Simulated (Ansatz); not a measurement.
# Run report: ZnSe, geometry relaxation (part 2 of 2)

The same run, continued: ZnSe (F-43m, 2 atoms in the cell); DFT, PBE, plane waves, PAW, no spin polarisation (Ansatz 0.2.0); cutoff 420 eV, 8×8×8 k-mesh, Fermi–Dirac smearing of 0.02 eV. The structure derives from an entry of the Crystallography Open Database.

Geometry of the input (Å; fractional positions):
```
0.0000  2.8338  2.8338
2.8338  0.0000  2.8338
2.8338  2.8338  0.0000
Zn 0.0000  0.0000  0.0000
Se 0.2500  0.2500  0.2500
```

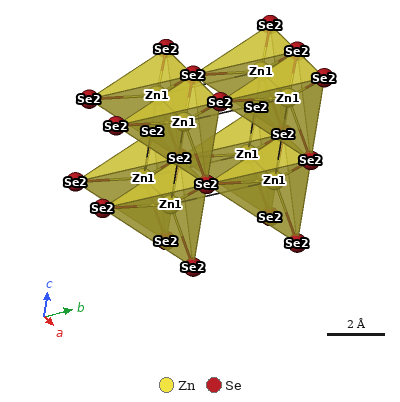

The geometry at step 2 of the log (polyhedral view of the cell of the calculation, seen slightly off an axis; polyhedra are completed across the faces of the cell; atoms are numbered from 1 in the order of the input).

## Output, continued
```
SCF iter   1: F=—  HF=-8789.535872 eV  |F-HF|=—  |Δ(HF+E_count)|=         —  Δρ=2.65e-4  dr2=4.25e-5  ethr=1.81e-7  ⟨swp⟩=2.2  Hψ=3135  notcnv=0
preconditioner: auto → none  [insulator: Δε(μ)=1.156 eV  Ē_g=11.746 eV  σ=0.020 eV  W_gap=1.00  n_scr=14 (ndim 8)  ℏωp=23.0 eV  f_vac=0.127  D(μ)=0.00/eV (n_scr^D=0)  ε∞_Penn≈4.8]
SCF iter   2: F=—  HF=-8789.535862 eV  |F-HF|=—  |Δ(HF+E_count)|=   1.07e-5  Δρ=1.88e-4  dr2=9.60e-6  ethr=1.52e-7  ⟨swp⟩=2.0  Hψ=745  notcnv=0
SCF iter   3: F=—  HF=-8789.535863 eV  |F-HF|=—  |Δ(HF+E_count)|=   8.60e-7  Δρ=6.20e-5  dr2=2.09e-6  ethr=3.43e-8  ⟨swp⟩=2.0  Hψ=754  notcnv=0
SCF iter   4: F=-8789.535862 eV  HF=-8789.535862 eV  |F-HF|=3.18e-8  |Δ(HF+E_count)|=   3.32e-7  Δρ=2.36e-5  dr2=1.35e-7  ethr=7.14e-10  ⟨swp⟩=6.5  Hψ=3504  notcnv=0
SCF 3 converged in 4 iterations: F = -8789.535862 eV  dr2 = 1.35e-7
relax step   3: F+E_penalty+E_count = -8789.53586214 eV  Δ(F+E_penalty+E_count) = -5.714e-4 eV  max|allowed force component| = 7.344e-17 eV/Å  Δτ_max = 0.0000 Å  P = +0.031 GPa  Ω = 47.078 Å³  energy of the carried Pulay correction = -5.165e-4 eV  (4 SCF iters, dr2 threshold 2.00e-7 eV, accepted)
Basis set: ecut = 420 eV, 941 PW (Γ), exchange–correlation on 60×60×60 points (8 copies of the dense FFT grid, shifted against one another)
Initial wavefunctions: pseudopotential atomic-orbital guess (no wavefunctions were taken with the density)
iter 1 solved again at ethr=1.16e-7 eV; its pass at ethr=3.10e-3 eV (dr2=3.24e-5 eV) is discarded
SCF iter   1: F=—  HF=-8789.528136 eV  |F-HF|=—  |Δ(HF+E_count)|=         —  Δρ=7.56e-4  dr2=1.10e-5  ethr=1.16e-7  ⟨swp⟩=2.8  Hψ=3835  notcnv=0
preconditioner: auto → none  [insulator: Δε(μ)=1.160 eV  Ē_g=11.755 eV  σ=0.020 eV  W_gap=1.00  n_scr=14 (ndim 8)  ℏωp=23.0 eV  f_vac=0.127  D(μ)=0.00/eV (n_scr^D=0)  ε∞_Penn≈4.8]
SCF iter   2: F=—  HF=-8789.534254 eV  |F-HF|=—  |Δ(HF+E_count)|=   6.12e-3  Δρ=3.77e-4  dr2=2.44e-6  ethr=3.91e-8  ⟨swp⟩=2.0  Hψ=877  notcnv=0
SCF iter   3: F=—  HF=-8789.535954 eV  |F-HF|=—  |Δ(HF+E_count)|=   1.70e-3  Δρ=1.67e-4  dr2=5.80e-7  ethr=8.73e-9  ⟨swp⟩=2.0  Hψ=807  notcnv=0
SCF iter   4: F=—  HF=-8789.536354 eV  |F-HF|=—  |Δ(HF+E_count)|=   3.99e-4  Δρ=2.20e-5  dr2=3.62e-8  ethr=2.07e-9  ⟨swp⟩=2.0  Hψ=781  notcnv=0
SCF iter   5: F=—  HF=-8789.536360 eV  |F-HF|=—  |Δ(HF+E_count)|=   6.46e-6  Δρ=4.16e-6  dr2=5.18e-9  ethr=1.29e-10  ⟨swp⟩=2.0  Hψ=922  notcnv=0
SCF iter   6: F=—  HF=-8789.536360 eV  |F-HF|=—  |Δ(HF+E_count)|=   1.21e-8  Δρ=2.13e-6  dr2=1.15e-9  ethr=1.85e-11  ⟨swp⟩=2.0  Hψ=754  notcnv=0
SCF iter   7: F=—  HF=-8789.536360 eV  |F-HF|=—  |Δ(HF+E_count)|=   1.25e-8  Δρ=5.68e-7  dr2=7.06e-11  ethr=4.10e-12  ⟨swp⟩=2.0  Hψ=731  notcnv=0
SCF iter   8: F=-8789.536360 eV  HF=-8789.536360 eV  |F-HF|=2.91e-11  |Δ(HF+E_count)|=   1.51e-9  Δρ=9.28e-8  dr2=5.79e-12  ethr=1.00e-12  ⟨swp⟩=5.6  Hψ=2279  notcnv=0
SCF 4 converged in 8 iterations: F = -8789.536360 eV  dr2 = 5.79e-12
relax step   4: F+E_penalty+E_count = -8789.53635998 eV  Δ(F+E_penalty+E_count) = -4.978e-4 eV  max|allowed force component| = 6.939e-17 eV/Å  Δτ_max = 0.0000 Å  P = +0.030 GPa  Ω = 47.078 Å³  stress off target by 3.00e-2 GPa  SCF on the basis re-selected at this cell (its energy is not comparable with the rows above)  (8 SCF iters)
basis re-selected at this cell: Δ(F+E_penalty+E_count) = -4.978e-4 eV, ΔP = -0.001 GPa vs the last step (what re-selecting the basis moved, of the pressure what is left beyond the Pulay correction that the steps carried, after the strain that the cell walked since its last selection, with what the two solves' SCF thresholds leave and, on support functions, any second-order correction that the steps lacked; it is no measure of the basis error at this ecutwfc). The dense FFT grid was sized anew with the basis: this SCF ran on 30×30×30 points, the steps before it on 27×27×27, so part of this shift can come from that change (see relax.cell in the input reference). This SCF's stress stands 3.00e-2 GPa from its target on what of the cell is left free (relax.cell.stress_tol is 5.00e-2 GPa) and its largest allowed force component is 6.94e-17 eV/Å (relax.f_tol is 5.00e-3 eV/Å): within both
SCF converged after 8 iterations
Free energy (F): -8789.536360 eV
Harris-Foulkes:  -8789.536360 eV  (|F-HF|=2.91e-11)
Internal energy: -8789.536360 eV  (E = F + TS)
E sigma→0 (E₀):  -8789.536360 eV
Fermi energy:    6.911601 eV
--- Per-component energies (eV) ---
  E_band       = -391.603779
  E_kinetic    = 249.346963
  E_local      = -4441.555149  (includes V_loc(G=0)·N_el)
  E_nonlocal   = 18.688599
  E_hartree    = 2055.232441
  E_xc         = -241.034875
  E_vxc        = -149.662734  (∫ρ·V_xc dr)
  E_paw        = -3739.765897  (= ΣΔE_a)
  E_vpaw       = -178.885479  (= ΣTr[D̂ρ^β])
  E_aug_tail   = -0.000935  (compensation charges beyond the density's cutoff)
  E_ewald      = -2690.447507
  E_smearing   = -0.000000  (= −TS)
  E_closure    = 0.000000  (closes the sum)
  Σ components = -8789.536360   (vs F -8789.536360, Δ=0.00e0)
--- Forces (eV/Å), atoms counted from 1 ---
  atom   1  Zn     0.00000000    -0.00000000    -0.00000000
  atom   2  Se    -0.00000000     0.00000000     0.00000000
  max |Σ_I F_I| component: 8.33e-17 eV/Å
--- Stress (GPa, compression-positive) ---
        0.029983       0.000000       0.000000
        0.000000       0.029983       0.000000
        0.000000       0.000000       0.029983
  P = ⅓ Tr σ = 0.0300 GPa (0.300 kbar)
--- Band table (eV; the first three rows and the last of 29) ---
  k-point 0: bands = ["-40.4593", "-40.4593", "-40.4593", "-40.4555", "-40.4555", "-6.7274", "-0.0999", "-0.0999", "-0.0999", "0.2410", "0.2410", "6.3234", "6.3234", "6.3234", "7.4778", "12.1425", "12.1425", "12.1425"]
  k-point 1: bands = ["-40.4593", "-40.4593", "-40.4593", "-40.4555", "-40.4555", "-6.6332", "-0.0911", "-0.0853", "-0.0853", "0.2398", "0.2398", "5.0278", "6.1808", "6.1808", "8.4725", "12.0587", "12.3849", "12.3849"]
  k-point 2: bands = ["-40.4593", "-40.4593", "-40.4593", "-40.4555", "-40.4555", "-6.3896", "-0.0530", "-0.0530", "-0.0329", "0.2413", "0.2413", "3.3642", "5.8746", "5.8746", "8.9823", "12.7525", "12.7525", "12.7935"]
  k-point 28: bands = ["-40.4593", "-40.4592", "-40.4590", "-40.4555", "-40.4554", "-5.7425", "0.0150", "0.0901", "0.2134", "0.2151", "0.5148", "1.8029", "3.6992", "3.8168", "11.7189", "11.8067", "13.2172", "14.0397"]
--- Relaxed structure (3 steps of the walk, 3 accepted, 1 SCFs on fresh bases) ---
  F+E_penalty+E_count = -8789.53635998 eV   max|allowed force component| = 6.939e-17 eV/Å   (the final SCF, on the basis selected at the relaxed cell)
  cell:  # Å, volume = 47.0785 Å³
    - [1.7833802115134566e-34, 2.865920192006618, 2.865920192006618]
    - [2.865920192006618, 3.4903298425334796e-33, 2.865920192006618]
    - [2.865920192006618, 2.865920192006618, 4.3310662279612524e-33]
  atoms:
    - { symbol: Zn, position: [-5.861791859107879e-34, 5.861791859107879e-34, 6.598055570879883e-34] }
    - { symbol: Se, position: [0.25, 0.25, 0.25] }
```

## File v_z.tsv
```
# z_ang	v_es[eV]	v_tot[eV]
# format = ansatz-planar-average/11
# xc	pbe
# density_cutoff_ev	1680
# datasets	Zn=:simpson_from_first_knot:soft	Se=:simpson_from_first_knot:soft
# lattice	0.000000000	2.865920192	2.865920192
# lattice	2.865920192	0.000000000	2.865920192
# lattice	2.865920192	2.865920192	0.000000000
# sites	2
# site	30	0.000000000	0.000000000	0.000000000
# site	34	1.432960096	1.432960096	1.432960096
0.000000	4.113423e-1	-1.097406e1
0.135101	-3.413897e-1	-1.203590e1
0.270202	-6.480027e-1	-1.250619e1
0.405302	-4.719912e-1	-1.237123e1
0.540403	7.535152e-2	-1.176097e1
0.675504	8.564152e-1	-1.082033e1
0.810605	1.771875e0	-9.684172e0
0.945705	2.727338e0	-8.481417e0
1.080806	3.583367e0	-7.331437e0
1.215907	4.217644e0	-6.317087e0
1.351008	4.671057e0	-5.397239e0
1.486109	5.113716e0	-4.437822e0
1.621209	5.637400e0	-3.379392e0
1.756310	6.305498e0	-2.182611e0
1.891411	7.174211e0	-8.071517e-1
2.026512	8.166918e0	6.714160e-1
2.161612	9.061743e0	2.011697e0
2.296713	9.645826e0	2.973165e0
2.431814	9.912402e0	3.536571e0
2.566915	9.954498e0	3.744610e0
2.702015	9.830161e0	3.641052e0
2.837116	9.521592e0	3.281023e0
2.972217	8.905722e0	2.519474e0
3.107318	7.973406e0	1.229808e0
3.242419	6.861199e0	-4.676922e-1
3.377519	5.702147e0	-2.365652e0
3.512620	4.560507e0	-4.311144e0
3.647721	3.467236e0	-6.180692e0
3.782822	2.432934e0	-7.908938e0
3.917922	1.405294e0	-9.523992e0
```

## Trajectory as extended XYZ (Å, eV, eV/Å), 4 frames, from step=1 to step=4
```
2
Lattice="0.0000 2.8338 2.8338 2.8338 0.0000 2.8338 2.8338 2.8338 0.0000" Properties=species:S:1:pos:R:3:forces:R:3 step=1 energy=-8789.52626 pressure_GPa=2.10
Zn    0.0000    0.0000    0.0000    0.0000   0.0000   0.0000
Se    1.4169    1.4169    1.4169    0.0000   0.0000   0.0000
2
Lattice="0.0000 2.8577 2.8577 2.8577 0.0000 2.8577 2.8577 2.8577 0.0000" Properties=species:S:1:pos:R:3:forces:R:3 step=2 energy=-8789.53529 pressure_GPa=0.53
Zn    0.0000    0.0000    0.0000    0.0000   0.0000   0.0000
Se    1.4288    1.4288    1.4288    0.0000   0.0000   0.0000
2
Lattice="0.0000 2.8659 2.8659 2.8659 0.0000 2.8659 2.8659 2.8659 0.0000" Properties=species:S:1:pos:R:3:forces:R:3 step=3 energy=-8789.53586 pressure_GPa=0.03
Zn    0.0000    0.0000    0.0000    0.0000   0.0000   0.0000
Se    1.4330    1.4330    1.4330    0.0000   0.0000   0.0000
2
Lattice="0.0000 2.8659 2.8659 2.8659 0.0000 2.8659 2.8659 2.8659 0.0000" Properties=species:S:1:pos:R:3:forces:R:3 step=4 energy=-8789.53636 pressure_GPa=0.03
Zn    0.0000    0.0000    0.0000    0.0000   0.0000   0.0000
Se    1.4330    1.4330    1.4330    0.0000   0.0000   0.0000
```

## Summary

```csv
quantity,value
outcome,converged
space group (tolerance 0.01 Å),F-43m (216)
electrons treated,28
free energy,−8789.5364 eV
Fermi energy,6.912 eV
gap on the k-point mesh,1.15 eV
pressure,0.03 GPa
final volume,47.08 Å³
largest force (length of the vector) at the end,under 0.001 eV/Å
final cell,"a = 4.053 Å, b = 4.053 Å, c = 4.053 Å, α = 60.00°, β = 60.00°, γ = 60.00°"
hardware,"2 threads of Arm Neoverse N1, 98 GiB of memory available, shared host"
wall time,9.3 s (CPU time 17 s)
peak memory,0.36 GiB
```
